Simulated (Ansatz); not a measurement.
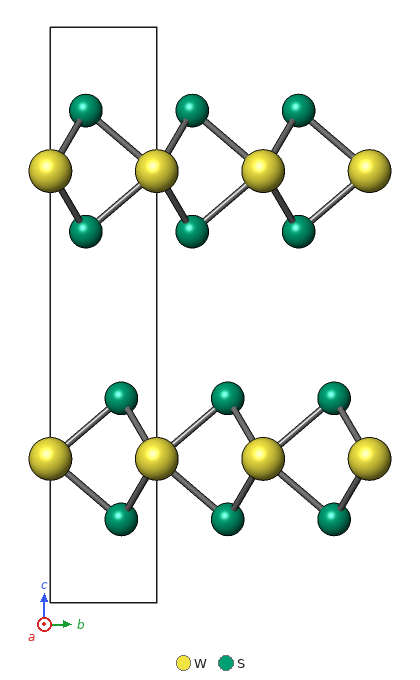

The picture looks along a close-packed row of the hexagonal mesh; c points upwards. Every atom sits on one of the three columns of the mesh; call them A, B, C in the order in which they first turn up. The sequence starts with the first layer at or above the cell's origin.

WS2 (space group P6_3/mmc, No. 194). Coordinates: the end point of a relaxation with DFT PBE, scalar-relativistic, plane waves, PAW (Ansatz); the starting structure was generated, so it need not be a known form of this composition.

Read off the stacking sequence over one period.

S(A) – W(B) – S(A) – S(C) – W(B) – S(C) (six layers in 14.94 Å).

How are the S layers alone stacked?

S layers alone: AACC, a sequence in which some neighbouring layers lie directly above each other.

Which positions between or in the S layers do the other atoms fill?

W: two trigonal-prismatic sites, counted in one hexagonal cell. Two of the four gaps between S layers are empty, 4.33 Å wide.

What short polytype symbol fits?

Polytype symbol 2H, the symbol of a layered MX2 polytype (number of slabs in the repeat and lattice).
